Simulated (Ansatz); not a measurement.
# MgO: what the fields show

The calculation's input:

```
crystal:
  lattice:
    - [3.222452843, 1.0e-10, 0.0]
    - [-1.6112264216, 2.8476796169, 0.0]
    - [0.0, 0.0, 5.0343664111]
  atoms:
    - { symbol: Mg, position: [0.3346460202, 0.6692920404, -0.0086419941] }
    - { symbol: Mg, position: [0.6653539798, 0.3307079596, 0.4913580059] }
    - { symbol: O, position: [0.334996031, 0.669992062, 0.3836419941] }
    - { symbol: O, position: [0.665003969, 0.330007938, 0.8836419941] }
kpoints:
  mp_grid: { grid: [12, 12, 6] }
  band_path:
    path:
      - [0.0, 0.0, 0.0]
      - [0.5, 0.0, 0.0]
      - [0.3333333333, 0.3333333333, 0.0]
      - [0.0, 0.0, 0.5]
      - [0.5, 0.0, 0.5]
      - [0.3333333333, 0.3333333333, 0.5]
    npoints: 1
hamiltonian:
  xc: r2scan
scf:
  occupations: { method: fixed }
  n_extra_bands: 5
output:
  forces: true
  stress: true
  eigenvalues: true
  write_density: true
  write_potential: true
  elf: true
  volumetric_format: npy
```

Launched as:

```sh
ansatz run input.yaml --threads 2 --pin off --max-ram 2211MiB --backend cpu --events-out ev --progress --plain --runs-dir out
```

Below, planes, directions and counts refer to the conventional cell (a = 3.22 Å, b = 5.70 Å, c = 5.03 Å, α = 90.00°, β = 90.00°, γ = 90.00°).

Space group Cmc2₁; started from the wurtzite prototype, which need not be the ambient phase; changed on purpose from its base cell (uniaxial x strain -2.0%); computed pressure about 3 GPa in this cell.

Method: DFT, r2SCAN, plane waves, PAW (Ansatz).

In a PAW calculation such maps are meaningful between the atoms, not at the nuclei.

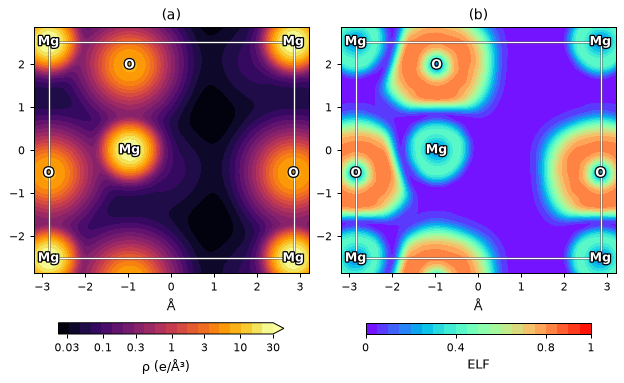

Figure 1. (a) valence charge density (pseudo); (b) ELF on the (100) plane of the conventional cell.

Interpret the plot.

Answer. The section cuts through Mg and O sites. Mg–O (1.97 Å): ρ is about 0.45 e/Å³ halfway; the ELF peaks at about 0.85 in the valence shell of O, 0.7 Å from its nucleus, and is about 0.35 at the midpoint: a closed-shell, largely ionic contact. Between the atoms the lowest density in this plane is 0.02 e/Å³.

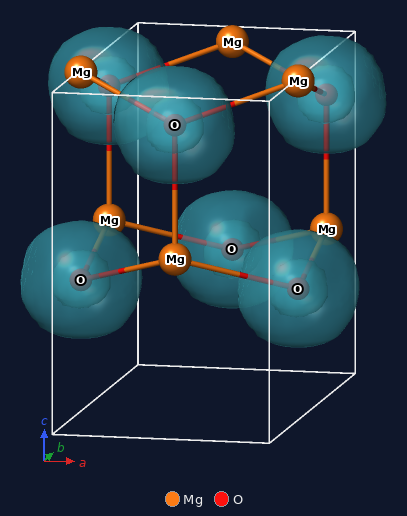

Figure 2. Isosurface of the ELF at 0.75 (cyan), seen slightly off an axis. Only the valence region is drawn (cores and ρ < 0.01 e/Å³ removed). Sticks mark near contacts.

What do the ELF domains correspond to?

Answer. At this value the surface marks out four regions wrapped around O (the valence shell of each), counted in one cell of 8 atoms. Any copies at cell faces, edges or corners count once. Along the contacts the grid gives the following. Mg–O (1.96 Å): the ELF peaks at about 0.85 in the valence shell of O, 0.7 Å from its nucleus, and is about 0.35 at the midpoint (an ionic contact with no shared pair).

Metal or insulator at this level of theory?

Answer. It is gapped, with a Kohn–Sham gap of 4.4 eV on the k-point mesh, an upper bound to the gap of this method.
